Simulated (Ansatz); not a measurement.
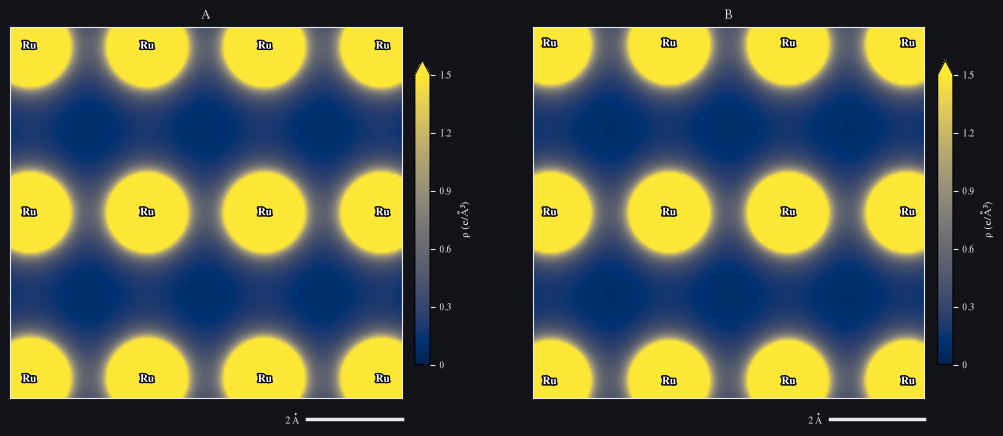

Ru. The valence charge density (pseudo) of two cells that differ in size, on the (011) plane of each (indices in the axes of the calculation cell), at one length scale and on one colour scale; one has 15.3 and the other 16.0 Å³ an atom.

These are results of DFT, BLYP, plane waves (420 eV) with PAW, scalar-relativistic (Ansatz 0.2.0), not measurements.

In a PAW calculation such maps are meaningful between the atoms, not at the nuclei.

The larger cell:

```
CELL_PARAMETERS angstrom
2.51947 0.00000 0.00000
0.00000 2.51947 0.00000
0.00000 0.00000 2.51947
ATOMIC_POSITIONS crystal
Ru 0.00000 0.00000 0.00000
```

The smaller cell: a = 2.484 Å, b = 2.484 Å, c = 2.484 Å, α = 90.00°, β = 90.00°, γ = 90.00°.

Which panel shows the smaller cell, and what does the compression change?

Panel A is the smaller cell, by 4 % in volume. From the larger cell to the smaller, Ru–Ru goes from 2.52 to 2.48 Å, and the density at its midpoint from 0.51 to 0.54 e/Å³; the pressure goes from 9 to 19 GPa.
